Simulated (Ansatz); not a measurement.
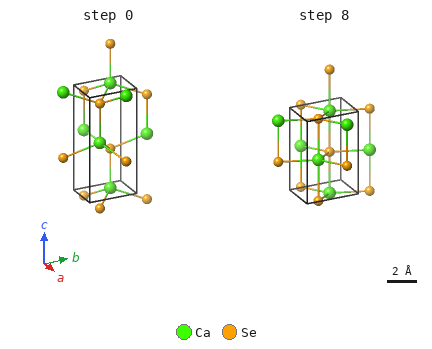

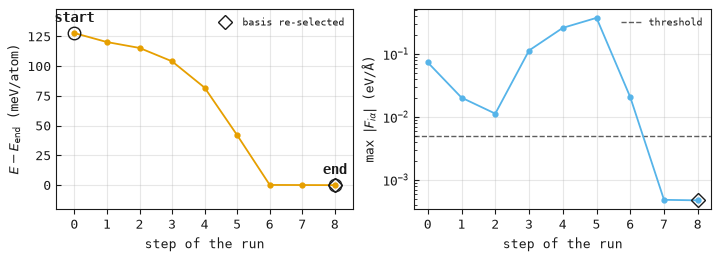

First and last geometry of a relaxation of a crystal of CaSe (built on the wurtzite type), with the history of the run. Style: ball-and-stick. Shown: the cell of the calculation, slightly off an axis.

Theory: DFT, PBE, plane waves, PAW (Ansatz 0.2.0). (plane-wave cutoff 420 eV; k-point mesh 6 × 6 × 4; occupations fermi dirac; smearing width 0.02 eV; no spin polarisation; cell and atoms relaxed; force threshold 0.005 eV/Å)

Read the history and describe the run.

Answer. It converged. The largest moves relative to the cell, 0.37 Å, are those of Ca and Se atoms. Largest moves by element: Ca 0.37 Å, Se 0.37 Å. The drawn cell changes as follows: a = b 4.606 → 5.029 Å (+9.2 %), c 7.521 → 5.895 Å (−21.6 %); the volume changes by −6.6 %. Near-neighbour distances that change, for instance: Ca–Se 4.701 → 2.948 Å, Ca–Se 2.821 → 2.948 Å, Ca–Se 2.821 → 2.903 Å. New bonds form, among them: Ca–Se (4.70 → 2.95 Å). Bond angles that change, for instance: Se–Ca–Se 109.5° → 90.0°, Ca–Se–Ca 109.5° → 90.0°, Se–Ca–Se 109.5° → 120.0°. The space group (tolerance 0.01 Å) goes from P6_3mc (No. 186) to P6_3/mmc (No. 194). After 7 accepted moves (8 points after the start) the energy has fallen by 128 meV per atom. Largest force component: 0.074 eV/Å at the start, 0.00047 eV/Å at the end. Pressure: 1.10 GPa at the start and 0.01 GPa at the end. The SCF was repeated once at an unchanged geometry on a basis and grid sized afresh for the cell, which shifted the energy by 0.1 meV per atom at most.
